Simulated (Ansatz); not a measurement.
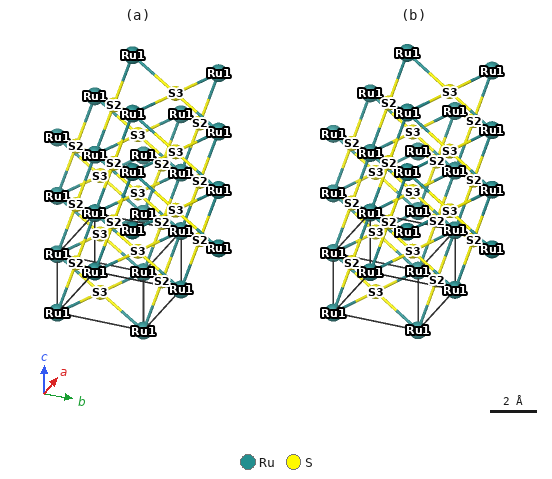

The structure of solid RuS₂ (a generated structure, set up in P4/mmm) before (left) and after (right) a relaxation, at one scale.

A ball-and-stick model of the cell of the calculation, repeated 2 × 1 × 3 with one cell outlined, seen from a free direction.

All numbers below come from Ansatz, DFT PBE, scalar-relativistic, plane waves, PAW. Set-up: plane-wave cutoff 420 eV; k-point mesh 12 × 12 × 16; occupations gaussian; smearing width 0.1 eV; no spin polarisation; cell and atoms relaxed; force threshold 0.01 eV/Å; at most 80 steps.

Describe what moved and what it gained.

The atoms keep their places relative to the cell (all moves are under 0.005 Å). The drawn cell changes as follows: a = b 4.125 → 4.059 Å (−1.6 %), c 2.917 → 2.978 Å (+2.1 %); the volume changes by −1.2 %. Some distances before and after: Ru1–Ru1 2.917 → 2.978 Å, Ru1–S2 2.526 → 2.517 Å. The space group stays P4/mmm (No. 123). Over 4 accepted moves (5 points after the start) the energy falls by 4.7 meV per atom. All forces vanish by symmetry, so only the cell relaxes. Pressure: −0.91 GPa at the start and −0.01 GPa at the end. At 1 point the geometry stayed and the basis and grid were re-selected for the new cell (energy shift of less than 0.05 meV per atom at most each time). The run took 77 s on 1 thread of Intel(R) Xeon(R) Platinum 8488C (Sapphire Rapids), with other jobs on the host, peak memory 0.54 GiB.
